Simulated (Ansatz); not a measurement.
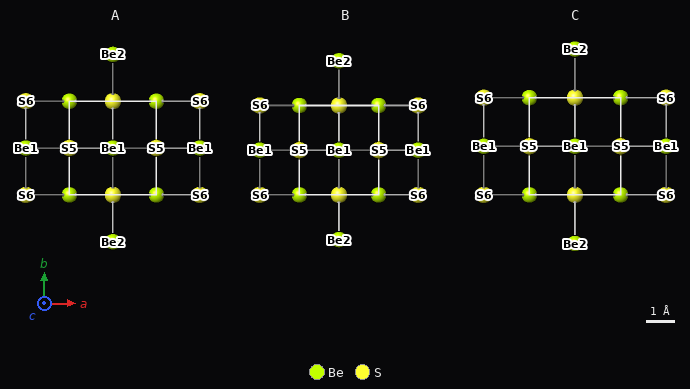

3 geometries from one relaxation of solid BeS (a generated structure, set up in Pmmm) (coarse preliminary run), in shuffled order. The picture is a ball-and-stick view of the cell of the calculation, seen along the c axis.

Method: DFT PBE, scalar-relativistic, plane waves, PAW in Ansatz. Settings: plane-wave cutoff 420 eV; k-point mesh 6 × 6 × 4; occupations gaussian; smearing width 0.1 eV; no spin polarisation; cell and atoms relaxed; force threshold 0.04 eV/Å; at most 70 steps.

Put them in the order of the run, from the start to the converged end.

B, A, C. They are steps 0, 2, 6, at +3.062 eV per cell of the calculation, +0.339 eV per cell of the calculation relative to the last. The largest moves relative to the cell, 0.11 Å, are those of Be atoms. By element the largest moves are Be 0.11 Å, S 0.05 Å. The volume changes by +35.5 %, with a 2.848 → 3.279 Å (+15.1 %), b 3.215 → 3.496 Å (+8.7 %), c 7.429 → 8.040 Å (+8.2 %). Near-neighbour distances that change, for instance: S–S 2.848 → 3.279 Å, S–S 2.645 → 2.970 Å, Be–S 1.944 → 2.212 Å, Be–S 1.931 → 2.127 Å. Bond angles that change, for instance: Be–S–Be 94.2° → 102.2°, Be–S–Be 85.8° → 77.8°, S–Be–S 94.2° → 102.2°. The space group stays Pmmm (No. 47). After 5 accepted moves (6 points after the start) the energy has fallen by 3.062 eV per cell of the calculation. Largest force component: 1.4 eV/Å at the start, 0.0029 eV/Å at the end. The pressure goes from 45.07 to 0.16 GPa. The SCF was repeated once at an unchanged geometry on a basis and grid sized afresh for the cell, which shifted the energy by 11.1 meV per cell of the calculation at most. The run took 23 s on 1 thread of Arm Neoverse V2 (shared host), peak memory 0.36 GiB.
